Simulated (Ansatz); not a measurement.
Run report: Na, geometry relaxation

System: Na (1 atom in the cell).
Method: DFT PBEsol, scalar-relativistic, plane waves, PAW, no spin polarisation (Ansatz 0.2.0).

The structure was made by swapping elements on the sites of another compound; it need not be a known phase. It belongs to a series of runs on one base structure; here: Ag -> Na on all its sites, cell and atoms relaxed. Figures and captions count atoms from 1; the log counts them from 0 in places.

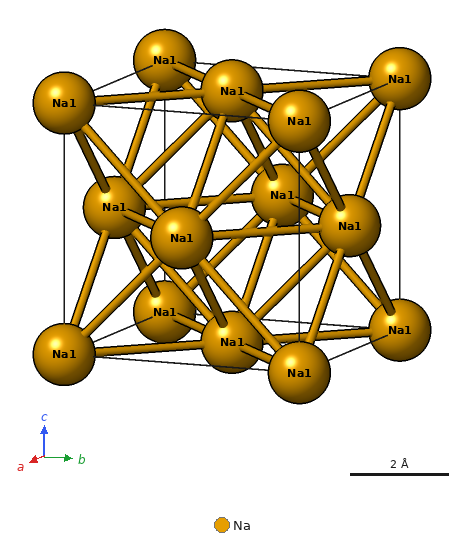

**Figure 1.** The input geometry (ball-and-stick view of the cell 4 times as large as that of the calculation, set on its symmetry axes, seen slightly off an axis; atoms are numbered from 1 in the order of the input).

## Summary

| quantity | value |
| --- | --- |
| outcome | converged |
| space group (tolerance 0.01 Å) | Fm-3m (225) |
| electrons treated | 9 |
| free energy | −1475.8723 eV |
| Fermi energy | 1.811 eV |
| gap on the k-point mesh | none (metallic) |
| pressure | 0.04 GPa |
| final volume | 36.16 Å³ |
| largest force (length of the vector) at the end | under 0.001 eV/Å |
| final cell | a = 3.712 Å, b = 3.712 Å, c = 3.712 Å, α = 60.00°, β = 60.00°, γ = 60.00° |
| hardware | 1 thread of Intel Xeon (Granite Rapids), 176 GiB of memory available, shared host |
| wall time | 3.4 s |
| peak memory | 0.33 GiB |

## Input file
```yaml
crystal:
  lattice:
    - [0.0, 2.6246479259, 2.6246479259]
    - [2.6246479259, 0.0, 2.6246479259]
    - [2.6246479259, 2.6246479259, 0.0]
  atoms:
    - { symbol: Na, position: [0.0, 0.0, 0.0] }
basis:
  ecutwfc: 420
kpoints:
  mp_grid: { grid: [14, 14, 14] }
hamiltonian:
  xc: pbesol
scf:
  occupations: { method: gaussian, width: 0.1 }
output:
  forces: true
  stress: true
  eigenvalues: true
relax:
  adjacent_minimum: "off"
  f_tol: 0.01
  max_steps: 60
  cell: { stress_tol: 0.1 }
```

Launch command:
```bash
ansatz run input.yaml --threads 1 --pin off --max-ram 2560MiB --backend cpu --events-out ev --progress --plain --runs-dir out
```

## What the program printed
```
Engine: ansatz 0.2.0, x86_64-unknown-linux-gnu
Pseudopotentials: kind: paw
Pseudopotential: Na, paw, valence charge 9, recommended cutoff 420 eV (normal), Na.paw.azcp
Functional definition: PBEsol
  exchange = pbesol_x
  correlation = pbesol_c
Crystal: 1 atoms, lattice volume = 36.161 Å³
Basis set: ecut = 420 eV, 725 PW (Γ), exchange–correlation on 50×50×50 points (8 copies of the dense FFT grid, shifted against one another)
Bands: 9, of which v1, the nominal top of the filled ones, is band 5 counted from 1 (4 counted from 0)
Symmetry: 48 space group operations
Space group: Fm-3m (ITA 225), of the structure as read, at distance tolerance 3.3e-5 Å
k-points: 104 of 2744
Non-local potential: Na, projectors of the file, l = 0: 3, l = 1: 2, l = 2: 1
PAW form: soft (Blöchl's): semilocal exchange-correlation on the pseudo side does not see the compensation charge
PAW frozen core: Na, regenerated for the run's functional, and the local potential with it (the file was generated under x = pbe(κ = 0.804, μ = 0.2195149727645171), c = pbe(β = 0.06672455060314922))
PAW one-centre angular grid: Na, 110 points (default); XC on 64 Gauss nodes
Initial density: superposition of atomic densities (neutral atoms: chi_scale 0, normalization atom), corrected by the library's trained network
Initial wavefunctions: pseudopotential atomic-orbital guess
Functional: x = pbesol(κ = 0.804, μ = 0.12345679012345678), c = pbesol(β = 0.046)
SCF iter   1: F=—  HF=-1475.872801 eV  |F-HF|=—  |Δ(HF+E_count)|=         —  Δρ=1.69e-3  dr2=4.62e-4  ethr=1.77e-3  ⟨swp⟩=5.0  Hψ=5965  notcnv=0
preconditioner: auto → none  [insulator: Δε(μ)=0.107 eV  Ē_g=7.906 eV  σ=0.100 eV  W_gap=0.52  n_scr=8 (ndim 8)  ℏωp=6.2 eV  f_vac=0.000  D(μ)=0.46/eV (n_scr^D=0)  ε∞_Penn≈1.6]
SCF iter   2: F=—  HF=-1475.872245 eV  |F-HF|=—  |Δ(HF+E_count)|=   5.55e-4  Δρ=3.14e-4  dr2=1.42e-5  ethr=5.13e-6  ⟨swp⟩=2.4  Hψ=2238  notcnv=0
SCF iter   3: F=—  HF=-1475.872255 eV  |F-HF|=—  |Δ(HF+E_count)|=   1.02e-5  Δρ=7.62e-5  dr2=1.14e-6  ethr=1.58e-7  ⟨swp⟩=2.1  Hψ=1329  notcnv=0
SCF iter   4: F=—  HF=-1475.872258 eV  |F-HF|=—  |Δ(HF+E_count)|=   2.24e-6  Δρ=2.58e-5  dr2=7.76e-8  ethr=1.27e-8  ⟨swp⟩=2.0  Hψ=1372  notcnv=0
iter 5 did not close the SCF: its close was put off for the readings that it lacked (scf_convergence_deferred on its scf_iter line)
SCF iter   5: F=-1475.872257 eV  HF=-1475.872257 eV  |F-HF|=6.85e-9  |Δ(HF+E_count)|=   7.34e-8  Δρ=5.87e-6  dr2=3.86e-9  ethr=8.63e-10  ⟨swp⟩=2.0  Hψ=1315  notcnv=0
SCF iter   6: F=-1475.872257 eV  HF=-1475.872257 eV  |F-HF|=6.82e-13  |Δ(HF+E_count)|=   4.21e-9  Δρ=9.97e-8  dr2=9.55e-13  ethr=4.29e-11  ⟨swp⟩=2.6  Hψ=3168  notcnv=0
SCF 1 converged in 6 iterations: F = -1475.872257 eV  dr2 = 9.55e-13
  greatest PAW one-centre occupation: 0.999 electrons in one spin orbital (limit 2), on the Na atom at site 0 (counted from 0), in its partial waves of l = 0
relax step   1: F+E_penalty+E_count = -1475.87225743 eV  Δ(F+E_penalty+E_count) = +0.000e0 eV  max|allowed force component| = 0.000e0 eV/Å  Δτ_max = 0.0000 Å  P = +0.037 GPa  Ω = 36.161 Å³  (6 SCF iters, dr2 threshold 1.00e-7 eV, accepted)
Initial density: handed on by an earlier stage of this run
Initial wavefunctions: pseudopotential atomic-orbital guess (no wavefunctions were taken with the density)
iter 1 solved again at ethr=3.08e-8 eV; its pass at ethr=3.10e-3 eV (dr2=2.77e-6 eV) is discarded
SCF iter   1: F=—  HF=-1475.872256 eV  |F-HF|=—  |Δ(HF+E_count)|=         —  Δρ=9.03e-8  dr2=9.94e-13  ethr=3.08e-8  ⟨swp⟩=3.7  Hψ=8694  notcnv=0
eigensolver tolerance schedule: the retry pair's looser diagonalisation over-reported the residual by 2788131.66 of it (diagonalisation noise at an unbounded share of the residual, at the tolerance the schedule requests for it); recorded, not acted on — ethr = c·dr2/N_el stays at c = 1.0e-1
SCF iter   2: F=—  HF=-1475.872257 eV  |F-HF|=—  |Δ(HF+E_count)|=   1.61e-6  Δρ=5.47e-8  dr2=3.81e-13  ethr=1.00e-12  ⟨swp⟩=6.8  Hψ=4559  notcnv=0
SCF iter   3: F=-1475.872257 eV  HF=-1475.872257 eV  |F-HF|=0.00e0  |Δ(HF+E_count)|=  2.27e-13  Δρ=2.23e-8  dr2=8.39e-14  ethr=1.00e-12  ⟨swp⟩=2.0  Hψ=2739  notcnv=0
SCF 2 converged in 3 iterations: F = -1475.872257 eV  dr2 = 8.39e-14
relax step   2: F+E_penalty+E_count = -1475.87225743 eV  Δ(F+E_penalty+E_count) = -5.002e-12 eV  max|allowed force component| = 0.000e0 eV/Å  Δτ_max = 0.0000 Å  P = +0.037 GPa  Ω = 36.161 Å³  stress off target by 3.74e-2 GPa  SCF on the basis re-selected at this cell (its energy is not comparable with the rows above)  (3 SCF iters)
```

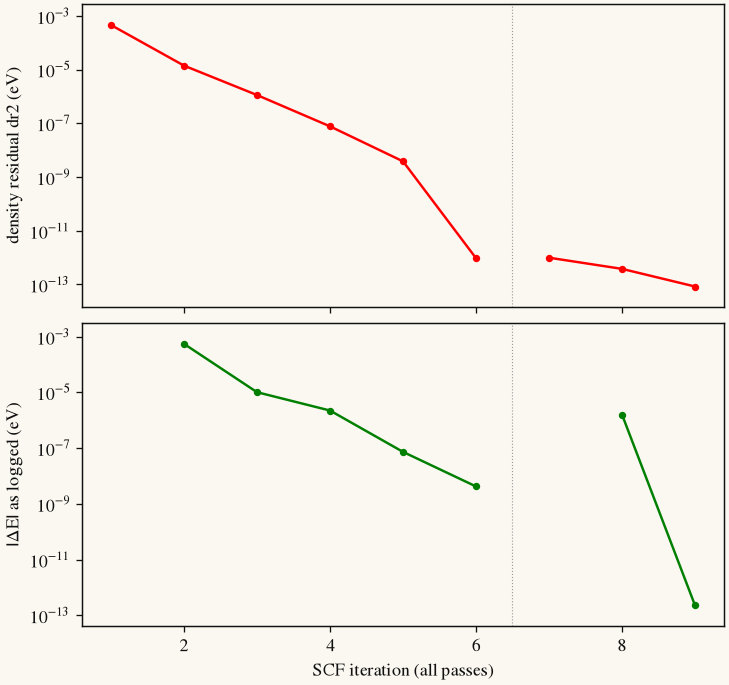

**Figure 2.** Convergence of the self-consistent field: density residual dr2 and size of the energy change against the SCF iteration. The dotted lines part the SCF passes of the relaxation: geometry steps, rejected trials and re-solves on a re-selected basis. The passes take 6 and 3 iterations.

```
basis re-selected at this cell: Δ(F+E_penalty+E_count) = -5.002e-12 eV, ΔP = +0.000 GPa vs the last step (what re-selecting the basis moved, of the pressure what is left beyond the Pulay correction that the steps carried, after the strain that the cell walked since its last selection, with what the two solves' SCF thresholds leave and, on support functions, any second-order correction that the steps lacked; it is no measure of the basis error at this ecutwfc). This SCF's stress stands 3.74e-2 GPa from its target on what of the cell is left free (relax.cell.stress_tol is 1.00e-1 GPa) and its largest allowed force component is 0.00e0 eV/Å (relax.f_tol is 1.00e-2 eV/Å): within both
SCF converged after 3 iterations
Free energy (F): -1475.872257 eV
Harris-Foulkes:  -1475.872257 eV  (|F-HF|=0.00e0)
Internal energy: -1475.869959 eV  (E = F + TS)
E sigma→0 (E₀):  -1475.871108 eV
Entropy (-TS):   -0.002298 eV (-2.298 meV/atom)
Fermi energy:    1.810594 eV
--- Per-component energies (eV) ---
  E_band       = -239.002449
  E_kinetic    = 120.214080
  E_local      = -1435.709834  (includes V_loc(G=0)·N_el)
  E_nonlocal   = 115.875725
  E_hartree    = 524.188164
  E_xc         = -37.673197
  E_vxc        = -48.695216  (∫ρ·V_xc dr)
  E_paw        = -253.451111  (= ΣΔE_a)
  E_vpaw       = -39.063502  (= ΣTr[D̂ρ^β])
  E_aug_tail   = -0.000024  (compensation charges beyond the density's cutoff)
  E_ewald      = -509.368458
  E_core_change = 0.054694  (= ΣΔE_core)
  E_smearing   = -0.002298  (= −TS)
  E_closure    = -0.000000  (closes the sum)
  Σ components = -1475.872257   (vs F -1475.872257, Δ=0.00e0)
--- Forces (eV/Å), atoms counted from 1 ---
  atom   1  Na    -0.00000000     0.00000000    -0.00000000
  max |Σ_I F_I| component: 2.76e-30 eV/Å
--- Stress (GPa, compression-positive) ---
        0.037434      -0.000000       0.000000
       -0.000000       0.037434       0.000000
        0.000000      -0.000000       0.037434
  P = ⅓ Tr σ = 0.0374 GPa (0.374 kbar)
--- Band table (eV; the first three rows and the last of 104) ---
  k-point 0: bands = ["-50.8782", "-22.9446", "-22.9446", "-22.9446", "-1.5031", "13.0507", "13.0507", "13.0507", "14.1725"]
  k-point 1: bands = ["-50.8781", "-22.9465", "-22.9448", "-22.9448", "-1.4169", "11.7268", "12.8794", "12.8794", "14.2833"]
  k-point 2: bands = ["-50.8778", "-22.9519", "-22.9456", "-22.9456", "-1.1590", "9.9544", "12.5683", "12.5683", "13.9261"]
  k-point 103: bands = ["-50.8754", "-22.9724", "-22.9674", "-22.9591", "4.5076", "4.8675", "5.2101", "6.7182", "13.9389"]
--- Relaxed structure (1 steps of the walk, 1 accepted, 1 SCFs on fresh bases) ---
  F+E_penalty+E_count = -1475.87225743 eV   max|allowed force component| = 0.000e0 eV/Å   (the final SCF, on the basis selected at the relaxed cell)
  cell:  # Å, volume = 36.1612 Å³
    - [0.0, 2.6246479259, 2.6246479259]
    - [2.6246479259, 0.0, 2.6246479259]
    - [2.6246479259, 2.6246479259, 0.0]
  atoms:
    - { symbol: Na, position: [0.0, 0.0, 0.0] }
```

## Trajectory as extended XYZ (Å, eV, eV/Å), 2 frames, from step=1 to step=2
```
1
Lattice="0.0000 2.6246 2.6246 2.6246 0.0000 2.6246 2.6246 2.6246 0.0000" Properties=species:S:1:pos:R:3:forces:R:3 step=1 energy=-1475.87226 pressure_GPa=0.04
Na    0.0000    0.0000    0.0000    0.0000   0.0000   0.0000
1
Lattice="0.0000 2.6246 2.6246 2.6246 0.0000 2.6246 2.6246 2.6246 0.0000" Properties=species:S:1:pos:R:3:forces:R:3 step=2 energy=-1475.87226 pressure_GPa=0.04
Na    0.0000    0.0000    0.0000    0.0000   0.0000   0.0000
```

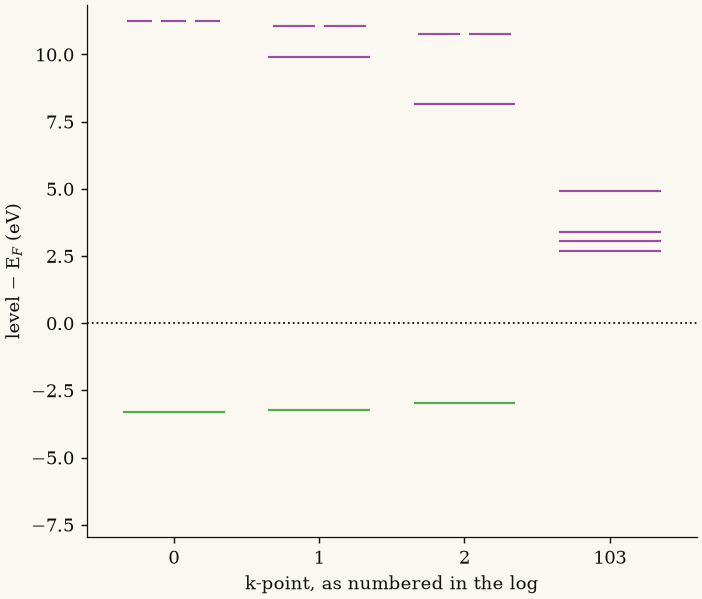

**Figure 3.** Kohn–Sham levels near the Fermi level (dotted) at the few k-points that the log prints; levels within 0.02 eV of each other stand side by side. The system is metallic on the full mesh.
